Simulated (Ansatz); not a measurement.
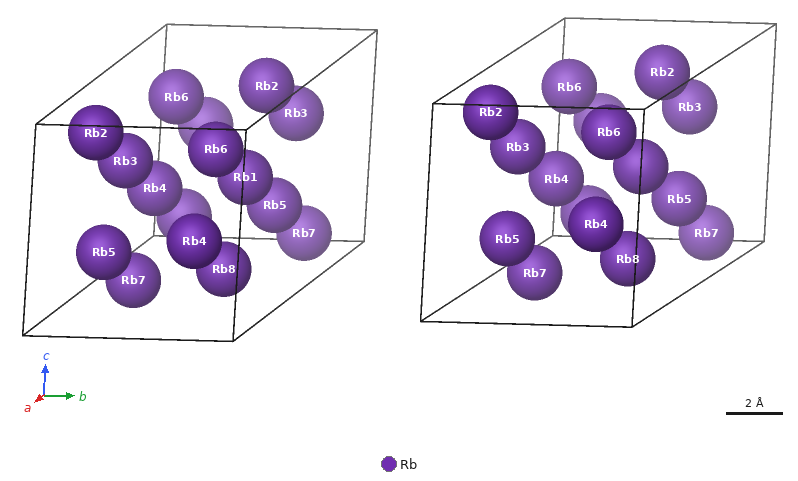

Two geometries of solid Rb (set up in C2/c), drawn at one scale. One is the start of a relaxation, the other its converged end. A spheres-only model of the conventional cell (2 times the calculation's cell), seen slightly off an axis. Lengths and directions refer to the drawn axes.

Computed with Ansatz, DFT PBE+D3(BJ), scalar-relativistic, plane waves, PAW. (plane-wave cutoff 420 eV; k-point mesh 6 × 6 × 6; occupations gaussian; smearing width 0.1 eV; no spin polarisation; cell and atoms relaxed; force threshold 0.005 eV/Å; at most 80 steps)

### Which of the two is the end point?

The left one is the relaxed one. After 5 accepted moves (6 points after the start) the energy has fallen by 6.7 meV per atom. The largest force component goes from 0.027 to 0.001 eV/Å. The pressure goes from −0.14 to 0.00 GPa. At 1 point the geometry stayed and the basis and grid were re-selected for the new cell (energy shift of less than 0.05 meV per atom at most each time). The largest moves relative to the cell, 0.20 Å, are those of Rb3, Rb5, Rb6 and Rb8. Rb3 goes roughly along +b. The drawn cell changes as follows: a 23.957 → 23.767 Å (−0.8 %), b 7.839 → 7.800 Å (−0.5 %), c 8.007 → 7.812 Å (−2.4 %), β 106.2° → 109.1°; the volume changes by −5.3 %. Among the contacts that change: Rb1–Rb4 5.078 → 4.804 Å, Rb1–Rb8 5.086 → 4.813 Å, Rb3–Rb5 5.078 → 4.813 Å, Rb1–Rb2 5.047 → 4.812 Å. The space group (tolerance 0.01 Å) goes from C2/c (No. 15) to I4/mmm (No. 139).
